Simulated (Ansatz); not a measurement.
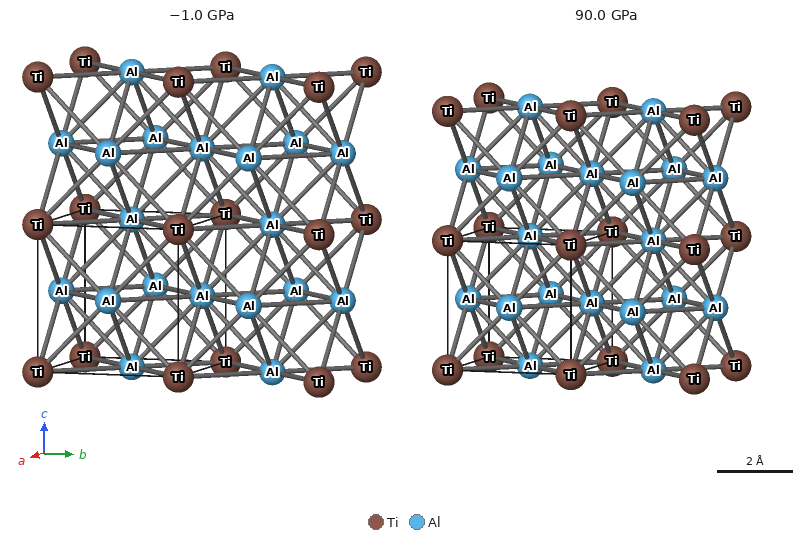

Crystalline TiAl$_{3}$ (set up in Pm-3m), relaxed (cell and atoms) at several target pressures. The picture shows the first and the last member. The picture is a ball-and-stick view of the cell of the calculation, repeated 1 × 2 × 2 with one cell outlined, seen slightly off an axis.

Computed with Ansatz 0.2.0: DFT PBEsol, scalar-relativistic, plane waves, PAW. Set-up: plane-wave cutoff 420 eV; k-point mesh 10 × 10 × 10 at −1.0 to 12.0, 12 × 12 × 12 at 25.0 to 90.0 GPa; occupations gaussian; smearing width 0.1 eV; no spin polarisation; cell and atoms relaxed; force threshold 0.008 eV/Å.

```
pressure (GPa)  volume (Å³/atom)  a (Å)
          −1.0            15.539  3.961
           0.0            15.388  3.948
           1.0            15.257  3.937
           4.0                 ?      ?
          12.0            14.074  3.833
          25.0            13.089  3.741
          50.0            11.806  3.615
          90.0            10.502  3.476
```

One row is withheld. What does the calculation give there?

Murnaghan's form V = V₀(1 + B′P/B₀)^(−1/B′), with V₀ = 15.388 Å³ from the row at zero pressure, fits the other rows with B₀ = 116 GPa and B′ = 3.36 (largest miss 0.018 Å³). At 4.0 GPa it gives 15.388 × (1 + 3.36 × 4.0/116)^(−1/3.36) = 14.894 Å³ per atom. The calculation gives 14.876 Å³/atom (a = 3.904 Å). The estimate is 0.018 Å³/atom too high. From the first member to the last: Al–Al 2.801 → 2.458 Å, Al–Ti 2.801 → 2.458 Å.

The whole series:

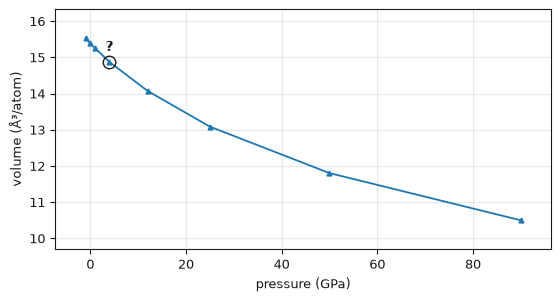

Each member starts from this one structure; whether another phase lies lower wasn't checked.
